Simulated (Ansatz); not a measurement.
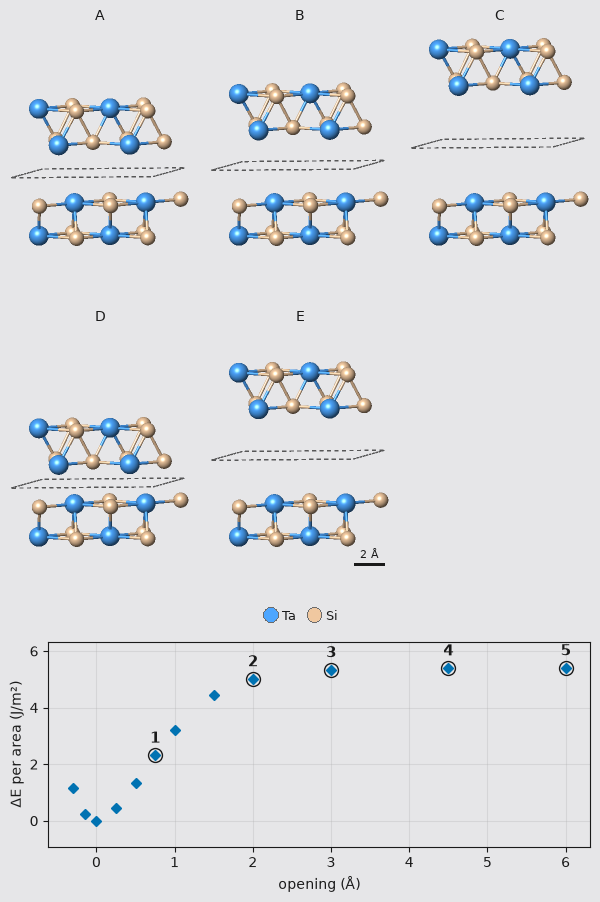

A scan of crystalline TaSi2 (P6_222): the crystal is pulled apart rigidly along the normal of the (0 0 1) plane of the conventional cell, at a cut between a plane of Si/Ta below and one of Si/Ta above, 2.19 Å apart. One cut stands in each cell, which starts 13.1 Å high; nothing is relaxed, and the dashed outline marks the cut. The frames are shuffled; the numbered points of the plot belong to them. The picture is a ball-and-stick view of the layers on both sides of the cut, seen from the side, nearly along the cut plane.

These are results of DFT PBEsol, scalar-relativistic, plane waves, PAW (Ansatz), not measurements. Settings: plane-wave cutoff 420 eV; k-point mesh 9 × 9 × 3; occupations gaussian; smearing width 0.15 eV; no spin polarisation. Energies (free energies at the smearing named) are counted from the relaxed crystal.

Which frame belongs to which numbered point?

Point 1 is frame D (the opening 0.75 Å, 2.32 J/m²); 2 is frame A (the opening 2.00 Å, 5.02 J/m²); 3 is frame B (the opening 3.00 Å, 5.34 J/m²); 4 is frame E (the opening 4.50 Å, 5.41 J/m²); 5 is frame C (the opening 6.00 Å, 5.41 J/m²). At the widest opening, 6.00 Å, the energy has risen by 5.41 J/m², where the curve has levelled off: this is the ideal work of separation, the sum of the two unrelaxed surface energies of a slab 13.1 Å thick. The steepest rise lies between 0.50 Å and 0.75 Å, with a mean traction of about 39 GPa. Pressing the cut together by 0.30 Å costs 1.17 J/m².
